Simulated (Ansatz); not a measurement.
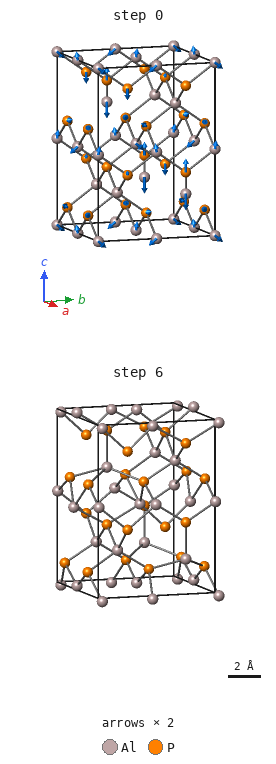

The structure of a defect cell of composition Al7P8 (cell charge −3) (started half-way along a vacancy jump, in the symmetry of that start) before (top) and after (bottom) a relaxation, at one scale. The blue arrows give the displacements, magnified 2 times.

The picture is a ball-and-stick view of the conventional cell (2 times the calculation's cell), seen slightly off an axis. Lengths and directions refer to the drawn axes.

Computed with DFT PBE, scalar-relativistic, plane waves, PAW in Ansatz. Settings: plane-wave cutoff 420 eV; k-point mesh 4 × 4 × 4; occupations gaussian; smearing width 0.05 eV; no spin polarisation; atoms relaxed in a fixed cell; force threshold 0.02 eV/Å; at most 60 steps.

### What changed between the two?

The energy falls by 17.552 eV per cell of the calculation in 6 geometry steps. Largest force component: 62 eV/Å at the start, 0.01 eV/Å at the end. The atom that moves furthest is an Al atom (0.52 Å along −c). Largest moves by element: Al 0.52 Å, P 0.44 Å. The lattice vectors keep their values. Some distances before and after: Al–P 1.377 → 2.341 Å, Al–P 3.078 → 2.654 Å, Al–P 2.385 → 2.518 Å, Al–P 2.385 → 2.282 Å. Bond angles that change, for instance: P–Al–P 109.5° → 91.1°, P–Al–P 109.5° → 124.8°, Al–P–Al 109.5° → 95.1°.

Limits of the set-up: the periodic images lie only 7.8 Å apart, so the values are limited by the cell's size; the cell is charged, on a uniform background, and energies carry no finite-size correction.
